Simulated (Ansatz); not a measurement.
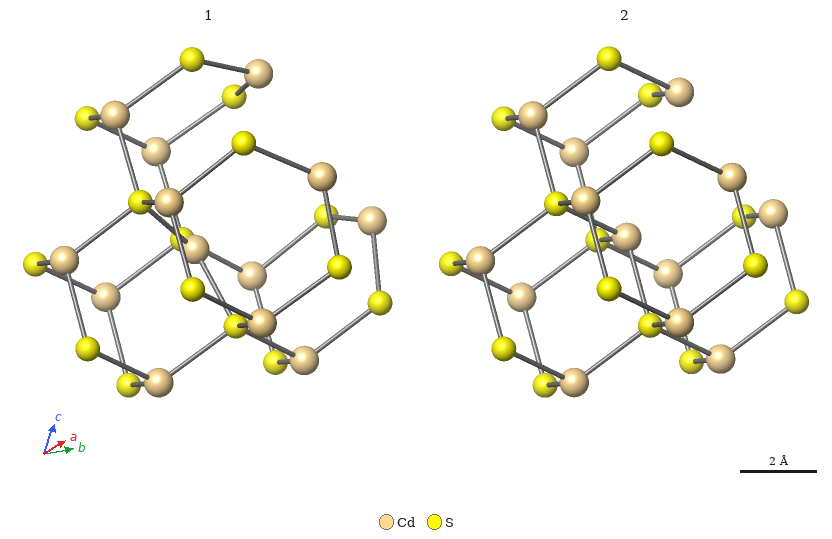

Two geometries of a defect cell of composition Cd27S26 (cell charge +2), drawn at one scale. One is the start of a relaxation, the other its converged end. A ball-and-stick model of the atoms within 5.0 Å of the atom that moves most (axes of the cell of the calculation (origin shifted)), seen from a free direction.

All numbers below come from Ansatz, DFT, PBE, plane-wave PAW, default files, scalar-relativistic. Set-up: plane-wave cutoff 420 eV; k-point mesh 2 × 2 × 2; occupations fermi dirac; smearing width 0.01 eV; no spin polarisation; atoms relaxed in a fixed cell; force threshold 0.03 eV/Å; at most 40 steps.

> Which one is relaxed?

Structure 1 is the relaxed one. The energy falls by 1.146 eV per cell of the calculation in 5 geometry steps. The largest force component goes from 0.48 to 0.0027 eV/Å. The largest moves, 0.53 Å, are those of Cd atoms. By element the largest moves are Cd 0.53 Å, S 0.05 Å. The lattice vectors keep their values. Among the contacts that change: Cd–S 2.526 → 2.445 Å, Cd–S 2.526 → 2.492 Å, Cd–S 2.526 → 2.543 Å. Among the angles between lasting bonds that change: Cd–S–Cd 109.5° → 95.9°, S–Cd–S 109.5° → 118.7°, Cd–S–Cd 109.5° → 114.6°. The run took 5 min on 4 threads of Arm Neoverse V1 (shared host), peak memory 6.5 GiB.

Limits of the set-up: the cell is charged, on a uniform background, and energies carry no finite-size correction.
